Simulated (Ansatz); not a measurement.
## AlN: geometry relaxation (part 1 of 2)

- system: AlN (P6₃mc, 4 atoms in the cell)
- method: DFT PBEsol, scalar-relativistic, plane waves, PAW, no spin polarisation (Ansatz 0.2.0)

The structure derives from a Materials Project entry.

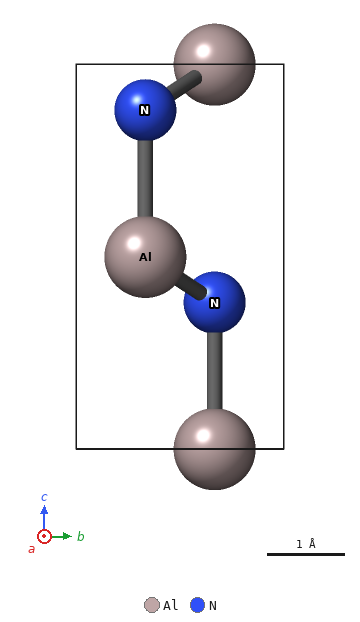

Fig. 1: The structure as given in the input (ball-and-stick view of the cell of the calculation, along the a axis). Near neighbours in the crystal (not all of them lie inside the picture): Al has 4 N at 1.90 to 1.91 Å; N has 4 Al at 1.90 to 1.91 Å.

## Input file
```yaml
crystal:
  lattice:
    - [3.12858814, 0.0, 0.0]
    - [-1.56429407, 2.7094368, 0.0]
    - [0.0, 0.0, 5.016955]
  atoms:
    - { symbol: Al, position: [0.66666667, 0.33333333, 0.499287] }
    - { symbol: Al, position: [0.33333333, 0.66666667, 0.999287] }
    - { symbol: "N", position: [0.66666667, 0.33333333, 0.880713] }
    - { symbol: "N", position: [0.33333333, 0.66666667, 0.380713] }
basis:
  ecutwfc: 420
kpoints:
  mp_grid: { grid: [12, 12, 6] }
hamiltonian:
  xc: pbesol
scf:
  occupations: { method: gaussian, width: 0.02 }
output:
  forces: true
  stress: true
  eigenvalues: true
  write_density: true
  write_potential: true
  elf: true
  volumetric_format: npy
relax:
  adjacent_minimum: "off"
  f_tol: 0.005
  max_steps: 80
  cell: { stress_tol: 0.05 }
```

Hardware: 4 threads of Intel Xeon @ 2.70GHz, 189 GiB of memory available, shared host.

Run as:
```bash
ansatz run input.yaml --threads 4 --pin off --max-ram 8192MiB --backend cpu --events-out ev --progress --plain --runs-dir out
```

## Log
```
Engine: ansatz 0.2.0, x86_64-unknown-linux-gnu
Pseudopotentials: kind: paw
Pseudopotential: Al, paw, valence charge 3, recommended cutoff 420 eV (normal), Al.paw.azcp
Pseudopotential: N, paw, valence charge 5, recommended cutoff 420 eV (normal), N.paw.azcp
Functional definition: PBEsol
  exchange = pbesol_x
  correlation = pbesol_c
Crystal: 4 atoms, lattice volume = 42.527 Å³
Basis set: ecut = 420 eV, 833 PW (Γ), exchange–correlation on 48×48×72 points (8 copies of the dense FFT grid, shifted against one another)
Bands: 12, of which v1, the nominal top of the filled ones, is band 8 counted from 1 (7 counted from 0)
Symmetry: 12 space group operations
Space group: P63mc (ITA 186), of the structure as read, at distance tolerance 3.5e-5 Å
k-points: 76 of 864 (time reversal used)
Non-local potential: Al, projectors of the file, l = 0: 2, l = 1: 2, l = 2: 1
Non-local potential: N, projectors of the file, l = 0: 2, l = 1: 2, l = 2: 1
PAW form: soft (Blöchl's): semilocal exchange-correlation on the pseudo side does not see the compensation charge
PAW frozen core: Al, regenerated for the run's functional, and the local potential with it (the file was generated under x = pbe(κ = 0.804, μ = 0.2195149727645171), c = pbe(β = 0.06672455060314922))
PAW frozen core: N, regenerated for the run's functional, and the local potential with it (the file was generated under x = pbe(κ = 0.804, μ = 0.2195149727645171), c = pbe(β = 0.06672455060314922))
PAW one-centre angular grid: Al, 110 points (default); XC on 64 Gauss nodes
PAW one-centre angular grid: N, 110 points (default); XC on 64 Gauss nodes
Initial density: superposition of atomic densities (neutral atoms: chi_scale 0, normalization atom), corrected by the library's trained network
Initial wavefunctions: pseudopotential atomic-orbital guess
Functional: x = pbesol(κ = 0.804, μ = 0.12345679012345678), c = pbesol(β = 0.046)
SCF iter   1: F=—  HF=-1811.923958 eV  |F-HF|=—  |Δ(HF+E_count)|=         —  Δρ=1.03e-2  dr2=4.85e-2  ethr=1.77e-3  ⟨swp⟩=6.3  Hψ=6221  notcnv=0
preconditioner: auto → none  [insulator: Δε(μ)=3.889 eV  Ē_g=12.819 eV  σ=0.020 eV  W_gap=1.00  n_scr=2 (ndim 8)  ℏωp=22.8 eV  f_vac=0.000  D(μ)=0.00/eV (n_scr^D=0)  ε∞_Penn≈4.2]
SCF iter   2: F=—  HF=-1811.910279 eV  |F-HF|=—  |Δ(HF+E_count)|=   1.37e-2  Δρ=1.29e-3  dr2=7.67e-4  ethr=3.03e-4  ⟨swp⟩=3.0  Hψ=2272  notcnv=0
SCF iter   3: F=—  HF=-1811.910127 eV  |F-HF|=—  |Δ(HF+E_count)|=   1.51e-4  Δρ=4.74e-4  dr2=5.30e-5  ethr=4.79e-6  ⟨swp⟩=2.1  Hψ=1434  notcnv=0
SCF iter   4: F=—  HF=-1811.909970 eV  |F-HF|=—  |Δ(HF+E_count)|=   1.57e-4  Δρ=2.13e-5  dr2=7.79e-8  ethr=6.25e-10  ⟨swp⟩=7.7  Hψ=6958  notcnv=0
iter 5 did not close the SCF: its close was put off for the readings that it lacked (scf_convergence_deferred on its scf_iter line)
SCF iter   5: F=-1811.909970 eV  HF=-1811.909970 eV  |F-HF|=2.17e-10  |Δ(HF+E_count)|=   3.40e-8  Δρ=1.30e-6  dr2=2.56e-10  ethr=4.87e-10  ⟨swp⟩=2.4  Hψ=1503  notcnv=0
SCF iter   6: F=-1811.909970 eV  HF=-1811.909970 eV  |F-HF|=3.64e-12  |Δ(HF+E_count)|=  2.57e-10  Δρ=1.55e-7  dr2=4.00e-12  ethr=1.60e-12  ⟨swp⟩=3.4  Hψ=4054  notcnv=0
SCF 1 converged in 6 iterations: F = -1811.909970 eV  dr2 = 4.00e-12
  greatest PAW one-centre occupation: 0.784 electrons in one spin orbital (limit 2), on the N atom at site 3 (counted from 0), in its partial waves of l = 0
relax step   1: F+E_penalty+E_count = -1811.90997020 eV  Δ(F+E_penalty+E_count) = +0.000e0 eV  max|allowed force component| = 6.000e-3 eV/Å  Δτ_max = 0.0000 Å  P = -3.123 GPa  Ω = 42.527 Å³  (6 SCF iters, accepted)
Crystal: 4 atoms, lattice volume = 42.181 Å³
Initial density: handed on by an earlier stage of this run
Initial wavefunctions: those handed on with the density
iter 1 solved again at ethr=1.00e-5 eV; its pass at ethr=3.10e-3 eV (dr2=1.60e-3 eV) is discarded
SCF iter   1: F=—  HF=-1811.916796 eV  |F-HF|=—  |Δ(HF+E_count)|=         —  Δρ=1.84e-3  dr2=1.65e-3  ethr=1.00e-5  ⟨swp⟩=1.0  Hψ=5679  notcnv=0
preconditioner: auto → none  [insulator: Δε(μ)=4.047 eV  Ē_g=12.965 eV  σ=0.020 eV  W_gap=1.00  n_scr=2 (ndim 8)  ℏωp=22.9 eV  f_vac=0.000  D(μ)=0.00/eV (n_scr^D=0)  ε∞_Penn≈4.1]
SCF iter   2: F=—  HF=-1811.916311 eV  |F-HF|=—  |Δ(HF+E_count)|=   4.85e-4  Δρ=3.08e-4  dr2=4.49e-5  ethr=1.00e-5  ⟨swp⟩=2.3  Hψ=1523  notcnv=0
SCF iter   3: F=—  HF=-1811.916146 eV  |F-HF|=—  |Δ(HF+E_count)|=   1.64e-4  Δρ=1.13e-4  dr2=3.74e-6  ethr=2.81e-7  ⟨swp⟩=2.0  Hψ=1434  notcnv=0
iter 4 did not close the SCF: its close was put off for the readings that it lacked (scf_convergence_deferred on its scf_iter line)
SCF iter   4: F=-1811.916145 eV  HF=-1811.916145 eV  |F-HF|=2.05e-9  |Δ(HF+E_count)|=   1.14e-6  Δρ=5.19e-6  dr2=5.30e-9  ethr=2.34e-8  ⟨swp⟩=2.0  Hψ=1435  notcnv=0
iter 5 did not close the SCF: its close was put off for the readings that it lacked (scf_convergence_deferred on its scf_iter line)
SCF iter   5: F=-1811.916145 eV  HF=-1811.916145 eV  |F-HF|=3.21e-11  |Δ(HF+E_count)|=   2.67e-9  Δρ=5.82e-7  dr2=7.04e-11  ethr=3.31e-11  ⟨swp⟩=2.5  Hψ=1323  notcnv=0
SCF iter   6: F=-1811.916145 eV  HF=-1811.916145 eV  |F-HF|=2.27e-13  |Δ(HF+E_count)|=  4.39e-11  Δρ=8.71e-8  dr2=1.82e-12  ethr=1.00e-12  ⟨swp⟩=4.0  Hψ=3814  notcnv=0
SCF 2 converged in 6 iterations: F = -1811.916145 eV  dr2 = 1.82e-12
  greatest PAW one-centre occupation: 0.785 electrons in one spin orbital (limit 2), on the N atom at site 3 (counted from 0), in its partial waves of l = 0
relax step   2: F+E_penalty+E_count = -1811.91614506 eV  Δ(F+E_penalty+E_count) = -6.175e-3 eV  max|allowed force component| = 6.210e-3 eV/Å  Δτ_max = 0.0007 Å  P = -1.523 GPa  Ω = 42.181 Å³  energy of the carried Pulay correction = +1.110e-3 eV  (6 SCF iters, dr2 threshold 4.00e-7 eV, accepted)
Crystal: 4 atoms, lattice volume = 41.857 Å³
Basis set: ecut = 420 eV, 809 PW (Γ), exchange–correlation on 48×48×72 points (8 copies of the dense FFT grid, shifted against one another)
iter 1 solved again at ethr=8.94e-6 eV; its pass at ethr=3.10e-3 eV (dr2=1.43e-3 eV) is discarded
SCF iter   1: F=—  HF=-1811.919308 eV  |F-HF|=—  |Δ(HF+E_count)|=         —  Δρ=1.75e-3  dr2=1.47e-3  ethr=8.94e-6  ⟨swp⟩=1.0  Hψ=5611  notcnv=0
preconditioner: auto → none  [insulator: Δε(μ)=4.107 eV  Ē_g=13.024 eV  σ=0.020 eV  W_gap=1.00  n_scr=2 (ndim 8)  ℏωp=23.0 eV  f_vac=0.000  D(μ)=0.00/eV (n_scr^D=0)  ε∞_Penn≈4.1]
SCF iter   2: F=—  HF=-1811.918873 eV  |F-HF|=—  |Δ(HF+E_count)|=   4.35e-4  Δρ=2.91e-4  dr2=3.98e-5  ethr=8.94e-6  ⟨swp⟩=2.3  Hψ=1503  notcnv=0
SCF iter   3: F=—  HF=-1811.918712 eV  |F-HF|=—  |Δ(HF+E_count)|=   1.60e-4  Δρ=1.07e-4  dr2=3.29e-6  ethr=2.49e-7  ⟨swp⟩=2.0  Hψ=1432  notcnv=0
iter 4 did not close the SCF: its close was put off for the readings that it lacked (scf_convergence_deferred on its scf_iter line)
SCF iter   4: F=-1811.918711 eV  HF=-1811.918711 eV  |F-HF|=1.72e-9  |Δ(HF+E_count)|=   1.04e-6  Δρ=4.83e-6  dr2=4.48e-9  ethr=2.05e-8  ⟨swp⟩=2.0  Hψ=1421  notcnv=0
iter 5 did not close the SCF: its close was put off for the readings that it lacked (scf_convergence_deferred on its scf_iter line)
SCF iter   5: F=-1811.918711 eV  HF=-1811.918711 eV  |F-HF|=3.18e-11  |Δ(HF+E_count)|=   2.33e-9  Δρ=6.79e-7  dr2=9.52e-11  ethr=2.80e-11  ⟨swp⟩=2.6  Hψ=1384  notcnv=0
SCF iter   6: F=-1811.918711 eV  HF=-1811.918711 eV  |F-HF|=9.09e-13  |Δ(HF+E_count)|=  5.05e-11  Δρ=1.06e-7  dr2=2.84e-12  ethr=1.00e-12  ⟨swp⟩=3.2  Hψ=3837  notcnv=0
SCF 3 converged in 6 iterations: F = -1811.918711 eV  dr2 = 2.84e-12
relax step   3: F+E_penalty+E_count = -1811.91871144 eV  Δ(F+E_penalty+E_count) = -2.566e-3 eV  max|allowed force component| = 2.342e-3 eV/Å  Δτ_max = 0.0006 Å  P = +0.033 GPa  Ω = 41.857 Å³  energy of the carried Pulay correction = +2.156e-3 eV  (6 SCF iters, dr2 threshold 4.00e-7 eV, accepted)
Initial wavefunctions: pseudopotential atomic-orbital guess (no wavefunctions were taken with the density)
iter 1 solved again at ethr=5.61e-9 eV; its pass at ethr=3.10e-3 eV (dr2=8.97e-7 eV) is discarded
SCF iter   1: F=—  HF=-1811.916787 eV  |F-HF|=—  |Δ(HF+E_count)|=         —  Δρ=9.35e-5  dr2=5.16e-7  ethr=5.61e-9  ⟨swp⟩=3.1  Hψ=8918  notcnv=0
preconditioner: auto → none  [insulator: Δε(μ)=4.093 eV  Ē_g=13.012 eV  σ=0.020 eV  W_gap=1.00  n_scr=2 (ndim 8)  ℏωp=23.0 eV  f_vac=0.000  D(μ)=0.00/eV (n_scr^D=0)  ε∞_Penn≈4.1]
SCF iter   2: F=—  HF=-1811.916639 eV  |F-HF|=—  |Δ(HF+E_count)|=   1.47e-4  Δρ=4.46e-5  dr2=9.42e-8  ethr=3.23e-9  ⟨swp⟩=2.0  Hψ=1520  notcnv=0
SCF iter   3: F=—  HF=-1811.916639 eV  |F-HF|=—  |Δ(HF+E_count)|=   2.56e-7  Δρ=6.16e-6  dr2=2.31e-9  ethr=5.89e-10  ⟨swp⟩=2.0  Hψ=1520  notcnv=0
iter 4 did not close the SCF: its close was put off for the readings that it lacked (scf_convergence_deferred on its scf_iter line)
SCF iter   4: F=-1811.916639 eV  HF=-1811.916639 eV  |F-HF|=3.55e-11  |Δ(HF+E_count)|=   5.48e-9  Δρ=5.88e-7  dr2=3.91e-11  ethr=1.45e-11  ⟨swp⟩=2.1  Hψ=1517  notcnv=0
iter 5 did not close the SCF: its close was put off for the readings that it lacked (scf_convergence_deferred on its scf_iter line)
SCF iter   5: F=-1811.916639 eV  HF=-1811.916639 eV  |F-HF|=2.27e-13  |Δ(HF+E_count)|=  3.41e-11  Δρ=6.67e-8  dr2=1.51e-12  ethr=1.00e-12  ⟨swp⟩=1.0  Hψ=912  notcnv=0
SCF iter   6: F=-1811.916639 eV  HF=-1811.916639 eV  |F-HF|=2.27e-13  |Δ(HF+E_count)|=  4.55e-13  Δρ=1.10e-8  dr2=2.32e-14  ethr=1.00e-12  ⟨swp⟩=3.0  Hψ=3344  notcnv=0
SCF 4 converged in 6 iterations: F = -1811.916639 eV  dr2 = 2.32e-14
  greatest PAW one-centre occupation: 0.785 electrons in one spin orbital (limit 2), on the N atom at site 2 (counted from 0), in its partial waves of l = 0
relax step   4: F+E_penalty+E_count = -1811.91663933 eV  Δ(F+E_penalty+E_count) = +2.072e-3 eV  max|allowed force component| = 2.369e-3 eV/Å  Δτ_max = 0.0000 Å  P = -0.054 GPa  Ω = 41.857 Å³  stress off target by 5.46e-2 GPa  SCF on the basis re-selected at this cell (its energy is not comparable with the rows above)  (6 SCF iters)
basis re-selected at this cell: Δ(F+E_penalty+E_count) = +2.072e-3 eV, ΔP = -0.087 GPa vs the last step (what re-selecting the basis moved, of the pressure what is left beyond the Pulay correction that the steps carried, after the strain that the cell walked since its last selection, with what the two solves' SCF thresholds leave and, on support functions, any second-order correction that the steps lacked; it is no measure of the basis error at this ecutwfc). This SCF's stress stands 5.46e-2 GPa from its target on what of the cell is left free (relax.cell.stress_tol is 5.00e-2 GPa) and its largest allowed force component is 2.37e-3 eV/Å (relax.f_tol is 5.00e-3 eV/Å): not within both, so this SCF does not close the relaxation
Crystal: 4 atoms, lattice volume = 41.846 Å³
iter 1 solved again at ethr=1.22e-8 eV; its pass at ethr=3.10e-3 eV (dr2=1.95e-6 eV) is discarded
SCF iter   1: F=—  HF=-1811.916828 eV  |F-HF|=—  |Δ(HF+E_count)|=         —  Δρ=6.49e-5  dr2=2.01e-6  ethr=1.22e-8  ⟨swp⟩=1.0  Hψ=5570  notcnv=0
preconditioner: auto → none  [insulator: Δε(μ)=4.096 eV  Ē_g=13.014 eV  σ=0.020 eV  W_gap=1.00  n_scr=2 (ndim 8)  ℏωp=23.0 eV  f_vac=0.000  D(μ)=0.00/eV (n_scr^D=0)  ε∞_Penn≈4.1]
SCF iter   2: F=—  HF=-1811.916679 eV  |F-HF|=—  |Δ(HF+E_count)|=   1.48e-4  Δρ=1.09e-5  dr2=5.17e-8  ethr=1.22e-8  ⟨swp⟩=2.1  Hψ=1373  notcnv=0
iter 3 did not close the SCF: its close was put off for the readings that it lacked (scf_convergence_deferred on its scf_iter line)
SCF iter   3: F=-1811.916679 eV  HF=-1811.916679 eV  |F-HF|=1.71e-9  |Δ(HF+E_count)|=   1.56e-8  Δρ=4.11e-6  dr2=5.04e-9  ethr=3.23e-10  ⟨swp⟩=2.0  Hψ=1416  notcnv=0
iter 4 did not close the SCF: its close was put off for the readings that it lacked (scf_convergence_deferred on its scf_iter line)
SCF iter   4: F=-1811.916679 eV  HF=-1811.916679 eV  |F-HF|=1.14e-12  |Δ(HF+E_count)|=   1.37e-9  Δρ=2.93e-7  dr2=1.71e-11  ethr=3.15e-11  ⟨swp⟩=2.0  Hψ=1456  notcnv=0
iter 5 did not close the SCF: its close was put off for the readings that it lacked (scf_convergence_deferred on its scf_iter line)
SCF iter   5: F=-1811.916679 eV  HF=-1811.916679 eV  |F-HF|=4.55e-13  |Δ(HF+E_count)|=  2.73e-12  Δρ=6.35e-8  dr2=6.63e-13  ethr=1.00e-12  ⟨swp⟩=1.0  Hψ=912  notcnv=0
iter 6 did not close the SCF: its close was put off for the readings that it lacked (scf_convergence_deferred on its scf_iter line)
SCF iter   6: F=-1811.916679 eV  HF=-1811.916679 eV  |F-HF|=2.27e-13  |Δ(HF+E_count)|=    0.00e0  Δρ=4.99e-9  dr2=4.04e-15  ethr=1.00e-12  ⟨swp⟩=1.0  Hψ=912  notcnv=0
SCF iter   7: F=-1811.916679 eV  HF=-1811.916679 eV  |F-HF|=2.27e-13  |Δ(HF+E_count)|=    0.00e0  Δρ=4.05e-10  dr2=3.68e-17  ethr=1.00e-12  ⟨swp⟩=2.0  Hψ=2720  notcnv=0
SCF 5 converged in 7 iterations: F = -1811.916679 eV  dr2 = 3.68e-17
relax step   5: F+E_penalty+E_count = -1811.91667919 eV  Δ(F+E_penalty+E_count) = -3.986e-5 eV  max|allowed force component| = 1.359e-3 eV/Å  Δτ_max = 0.0001 Å  P = +0.001 GPa  Ω = 41.846 Å³  energy of the carried Pulay correction = +3.741e-5 eV  (7 SCF iters, accepted)
iter 1 solved again at ethr=6.05e-9 eV; its pass at ethr=3.10e-3 eV (dr2=9.67e-7 eV) is discarded
SCF iter   1: F=—  HF=-1811.916787 eV  |F-HF|=—  |Δ(HF+E_count)|=         —  Δρ=3.90e-6  dr2=2.14e-9  ethr=6.05e-9  ⟨swp⟩=3.2  Hψ=8915  notcnv=0
preconditioner: auto → none  [insulator: Δε(μ)=4.095 eV  Ē_g=13.014 eV  σ=0.020 eV  W_gap=1.00  n_scr=2 (ndim 8)  ℏωp=23.0 eV  f_vac=0.000  D(μ)=0.00/eV (n_scr^D=0)  ε∞_Penn≈4.1]
SCF iter   2: F=—  HF=-1811.916639 eV  |F-HF|=—  |Δ(HF+E_count)|=   1.48e-4  Δρ=2.49e-6  dr2=8.87e-10  ethr=1.34e-11  ⟨swp⟩=3.2  Hψ=1962  notcnv=0
SCF iter   3: F=—  HF=-1811.916639 eV  |F-HF|=—  |Δ(HF+E_count)|=  1.60e-10  Δρ=1.67e-6  dr2=3.12e-10  ethr=5.54e-12  ⟨swp⟩=1.0  Hψ=912  notcnv=0
iter 4 did not close the SCF: its close was put off for the readings that it lacked (scf_convergence_deferred on its scf_iter line)
SCF iter   4: F=-1811.916639 eV  HF=-1811.916639 eV  |F-HF|=8.19e-12  |Δ(HF+E_count)|=  2.54e-10  Δρ=3.96e-7  dr2=1.92e-11  ethr=1.95e-12  ⟨swp⟩=2.0  Hψ=1413  notcnv=0
iter 5 did not close the SCF: its close was put off for the readings that it lacked (scf_convergence_deferred on its scf_iter line)
SCF iter   5: F=-1811.916639 eV  HF=-1811.916639 eV  |F-HF|=0.00e0  |Δ(HF+E_count)|=  1.36e-11  Δρ=1.67e-8  dr2=5.42e-14  ethr=1.00e-12  ⟨swp⟩=1.0  Hψ=912  notcnv=0
SCF iter   6: F=-1811.916639 eV  HF=-1811.916639 eV  |F-HF|=2.27e-13  |Δ(HF+E_count)|=  2.27e-13  Δρ=5.99e-9  dr2=5.59e-15  ethr=1.00e-12  ⟨swp⟩=3.0  Hψ=3125  notcnv=0
SCF 6 converged in 6 iterations: F = -1811.916639 eV  dr2 = 5.59e-15
relax step   6: F+E_penalty+E_count = -1811.91663894 eV  Δ(F+E_penalty+E_count) = +4.025e-5 eV  max|allowed force component| = 1.349e-3 eV/Å  Δτ_max = 0.0000 Å  P = +0.000 GPa  Ω = 41.846 Å³  stress off target by 4.18e-3 GPa  SCF on the basis re-selected at this cell (its energy is not comparable with the rows above)  (6 SCF iters)
```
